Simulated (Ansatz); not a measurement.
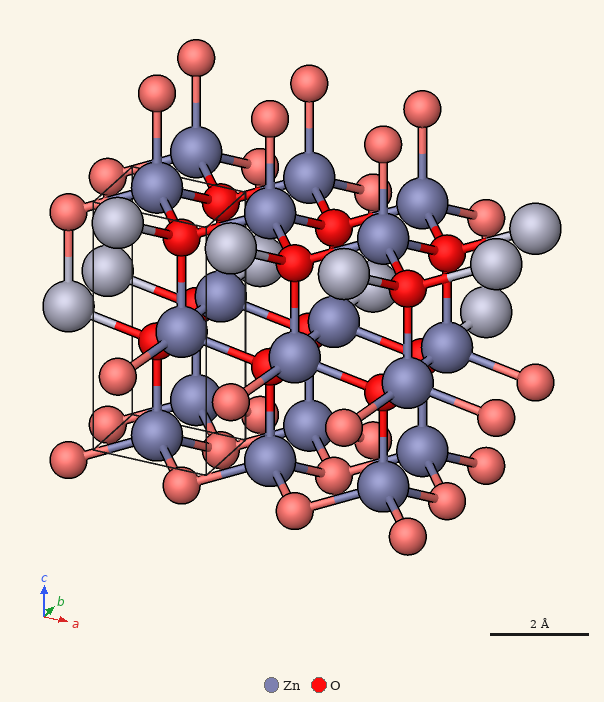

The structure (ball-and-stick view of the cell of the calculation, repeated 3 × 2 × 1, seen slightly off an axis; neighbours outside the cell are drawn fainter). An atom can appear more than once, as a periodic image. Near neighbours in the periodic cell (some may lie outside the picture): Zn has 4 O at 1.97 to 1.98 Å; O has 4 Zn at 1.97 to 1.98 Å.

# Single-point calculation of ZnO

- system: ZnO (P6₃mc, 4 atoms in the cell)
- method: DFT r2SCAN, scalar-relativistic, plane waves, PAW, no spin polarisation (Ansatz 0.2.0)

The structure was made by swapping elements on the sites of another compound; it need not be a known phase. It belongs to a series of runs on one base structure; here: band edges sought over the zone.

**The program's output**
```
Engine: ansatz 0.2.0, x86_64-unknown-linux-gnu
Pseudopotentials: kind: paw
Pseudopotential: Zn, paw, valence charge 12, recommended cutoff 500 eV (meta_gga), Zn.paw.azcp
Pseudopotential: O, paw, valence charge 6, recommended cutoff 500 eV (meta_gga), O.paw.azcp
Functional definition: r2SCAN
  parameter k0 = 0.174
  parameter k1 = 0.065
  parameter a1 = 4.9479
  exchange = r2scan_x(k0 = k0, k1 = k1, a1 = a1)
  correlation = r2scan_c
Crystal: 4 atoms, lattice volume = 47.240 Å³
Basis set: ecut = 500 eV, 1165 PW (Γ), exchange–correlation on 96×96×160 points (64 copies of the dense FFT grid, shifted against one another)
Bands: 22, of which v1, the nominal top of the filled ones, is band 18 counted from 1 (17 counted from 0)
Symmetry: 12 space group operations
Space group: P63mc (ITA 186), of the structure as read, at distance tolerance 3.6e-5 Å
k-points: 76 of 864 (time reversal used)
Non-local potential: Zn, projectors of the file, l = 0: 2, l = 1: 2, l = 2: 3, l = 3: 1
Non-local potential: O, projectors of the file, l = 0: 2, l = 1: 2, l = 2: 1
PAW form: soft (Blöchl's): semilocal exchange-correlation on the pseudo side does not see the compensation charge
PAW frozen core: Zn, regenerated for the run's functional (the file was generated under x = pbe(κ = 0.804, μ = 0.2195149727645171), c = pbe(β = 0.06672455060314922))
PAW frozen core: O, regenerated for the run's functional (the file was generated under x = pbe(κ = 0.804, μ = 0.2195149727645171), c = pbe(β = 0.06672455060314922))
PAW one-centre angular grid: Zn, 590 points (default); XC on 261 of its mesh's 2673 points in the sphere
PAW one-centre angular grid: O, 302 points (default); XC on 160 Gauss nodes
Initial density: read from a saved state, or passed on in memory by an earlier SCF of this step, an earlier step, the calling program or the single point that the run made first
Initial wavefunctions: pseudopotential atomic-orbital guess
Functional: x = r2scan, c = r2scan; τ floored in thin density (d = 2e-4 eV/Å³)
iter 1 solved again at ethr=1.62e-7 eV; its pass at ethr=3.10e-3 eV (dr2=5.84e-5 eV) is discarded
SCF iter   1: F=—  HF=-7789.852950 eV  |F-HF|=—  |Δ(HF+E_count)|=         —  Δρ=5.36e-7  dr2=9.19e-11  dr2_τ=5.43e-12  ethr=1.62e-7  ⟨swp⟩=3.0  Hψ=12199  notcnv=0
eigensolver tolerance schedule: the retry pair's looser diagonalisation over-reported the residual by 635835.02 of it (diagonalisation noise at an unbounded share of the residual, at the tolerance the schedule requests for it); recorded, not acted on — ethr = c·dr2/N_el stays at c = 1.0e-1
preconditioner: auto → Resta (q_TF=auto, 2.607 Å⁻¹)  ε∞=6.8  [insulator: Δε(μ)=1.238 eV  Ē_g=13.504 eV  σ=0.020 eV  W_gap=1.00  n_scr=22 (ndim 8)  ℏωp=32.4 eV  f_vac=0.035  D(μ)=0.00/eV (n_scr^D=0)  ε∞_Penn≈6.8]
SCF iter   2: F=-7789.852950 eV  HF=-7789.852950 eV  |F-HF|=7.00e-11  |Δ(HF+E_count)|=   4.13e-9  Δρ=4.10e-7  dr2=6.92e-11  dr2_τ=7.84e-12  ethr=1.00e-12  ⟨swp⟩=5.4  Hψ=6850  notcnv=0
SCF 1 converged in 2 iterations: F = -7789.852950 eV  dr2 = 6.92e-11
  greatest PAW one-centre occupation: 0.987 electrons in one spin orbital (limit 2), on the Zn atom at site 0 (counted from 0), in its partial waves of l = 2
NSCF: frozen V_eff on 28 k-points
NSCF: frozen V_eff on 28 k-points
NSCF: frozen V_eff on 2 k-points
NSCF: frozen V_eff on 3 k-points
NSCF: frozen V_eff on 3 k-points
NSCF: frozen V_eff on 3 k-points
NSCF: frozen V_eff on 3 k-points
NSCF: frozen V_eff on 3 k-points
NSCF: frozen V_eff on 3 k-points
SCF converged after 2 iterations
Free energy (F): -7789.852950 eV
Harris-Foulkes:  -7789.852950 eV  (|F-HF|=7.00e-11)
Internal energy: -7789.852950 eV  (E = F + TS)
E sigma→0 (E₀):  -7789.852950 eV
Fermi energy:    7.587032 eV
--- Per-component energies (eV) ---
  E_band       = 49.630597
  E_kinetic    = 612.812229
  E_local      = -4006.012394  (includes V_loc(G=0)·N_el)
  E_nonlocal   = 1342.599291
  E_hartree    = 1653.212802
  E_xc         = -392.761387
  E_vxc        = -315.763551  (∫ρ·V_xc dr)
  E_paw        = -4029.068885  (= ΣΔE_a)
  E_vpaw       = -909.579345  (= ΣTr[D̂ρ^β])
  E_aug_tail   = 0.001863  (compensation charges beyond the density's cutoff)
  E_vtau       = 19.147090  (kinetic-family band-sum trace: ∫τ·v_τ [+ j·A + Jᵃ·Aᵃ] dr)
  E_ewald      = -2970.207350
  E_core_change = -0.429119  (= ΣΔE_core)
  E_smearing   = -0.000000  (= −TS)
  E_closure    = 0.000000  (closes the sum)
  Σ components = -7789.852950   (vs F -7789.852950, Δ=0.00e0)
--- Forces (eV/Å), atoms counted from 1 ---
  atom   1  Zn     0.00000000    -0.00000000    -0.00033624
  atom   2  Zn     0.00000000     0.00000000    -0.00033624
  atom   3  O      0.00000000     0.00000000     0.00025621
  atom   4  O      0.00000000    -0.00000000     0.00025621
  max |Σ_I F_I| component: 1.60e-4 eV/Å
--- Stress (GPa, compression-positive) ---
       -0.012445      -0.000000      -0.000000
        0.000000      -0.012445      -0.000000
        0.000000       0.000000      -0.002520
  P = ⅓ Tr σ = -0.0091 GPa (-0.091 kbar)
--- Band table (eV; the first three rows and the last of 76) ---
  k-point 0: bands = ["-12.1584", "-11.4591", "1.1130", "1.1130", "1.1687", "1.2380", "1.3200", "1.3200", "2.3801", "2.3801", "2.5881", "2.5881", "2.8628", "6.1528", "6.1528", "6.8723", "6.9681", "6.9681", "8.2057", "12.8560", "15.7998", "20.7365"]
  k-point 1: bands = ["-12.1138", "-11.5084", "1.1180", "1.1202", "1.1210", "1.1210", "1.2994", "1.2994", "2.3990", "2.3990", "2.5799", "2.5799", "3.1805", "6.2086", "6.2086", "6.3717", "6.9149", "6.9149", "8.7981", "12.5830", "16.0429", "20.7374"]
  k-point 2: bands = ["-11.9903", "-11.6409", "0.9627", "1.0122", "1.1467", "1.1467", "1.2488", "1.2488", "2.4472", "2.4472", "2.5526", "2.5526", "3.8874", "5.5622", "6.3605", "6.3605", "6.7685", "6.7685", "9.8301", "11.8743", "16.7245", "19.2789"]
  k-point 75: bands = ["-11.3253", "-11.3253", "1.1372", "1.1372", "1.3432", "1.3432", "1.9224", "1.9224", "2.3862", "2.3862", "2.9032", "2.9032", "3.2169", "3.2169", "4.2268", "4.2268", "5.6785", "5.6785", "15.4959", "15.4959", "15.6998", "15.6998"]
```

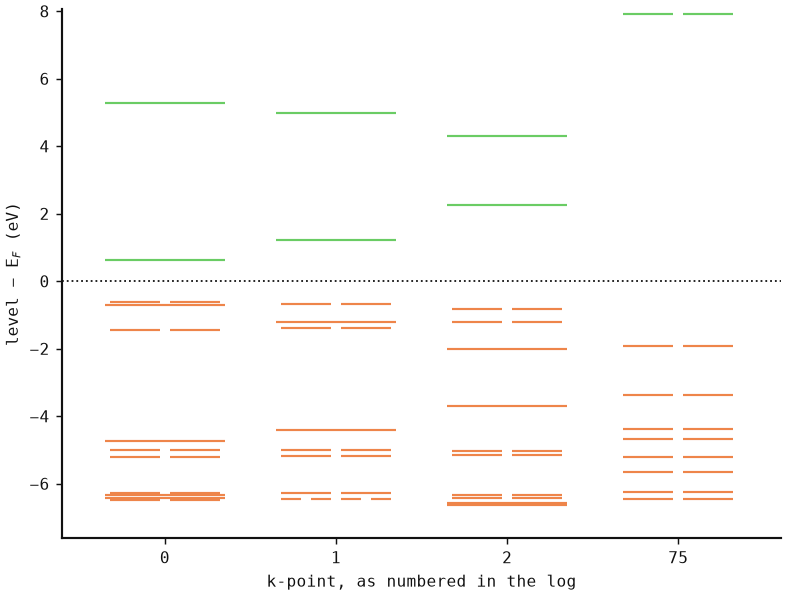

Kohn–Sham levels near the Fermi level (dotted) at the few k-points that the log prints; levels within 0.02 eV of each other stand side by side. Among these points the highest filled and lowest empty levels are 1.24 eV apart, which is the gap on the mesh.

This output came from the following input.

**The input**
```yaml
crystal:
  lattice:
    - [3.2352912514, 0.0, 0.0]
    - [-1.6176456257, 2.8018444124, 0.0]
    - [0.0, 0.0, 5.2114266958]
  atoms:
    - { symbol: Zn, position: [0.3333333333, 0.6666666667, -0.0023128493] }
    - { symbol: Zn, position: [0.6666666667, 0.3333333333, 0.4976871507] }
    - { symbol: O, position: [0.3333333333, 0.6666666667, 0.3773128493] }
    - { symbol: O, position: [0.6666666667, 0.3333333333, 0.8773128493] }
basis:
  ecutwfc: 500
kpoints:
  mp_grid: { grid: [12, 12, 6] }
  band_path: { path: [VBM, CBM], npoints: 2 }
hamiltonian:
  xc: r2scan
scf:
  occupations: { method: gaussian, width: 0.02 }
output:
  forces: true
  stress: true
  eigenvalues: true
checkpoint:
  read: start.run
  write: ck
  compress: false
  write_wavefunctions: false
  write_every: 100000
```

Launched with:
```bash
ansatz run input.yaml --threads 1 --pin off --max-ram 2560MiB --backend cpu --events-out ev --progress --plain --runs-dir out
```

**Summary**

| quantity | value |
| --- | --- |
| outcome | converged |
| space group (tolerance 0.01 Å) | P6₃mc (186) |
| electrons treated | 36 |
| free energy | −7789.8529 eV |
| Fermi energy | 7.587 eV |
| gap on the k-point mesh | 1.24 eV |
| gap on the band path | 1.24 eV |
| pressure | −0.01 GPa |
| largest force (length of the vector) | under 0.001 eV/Å |
| hardware | 1 thread of AMD EPYC (Zen 3), 192 GiB of memory available, shared host |
| wall time | 24 s |
| peak memory | 0.53 GiB |
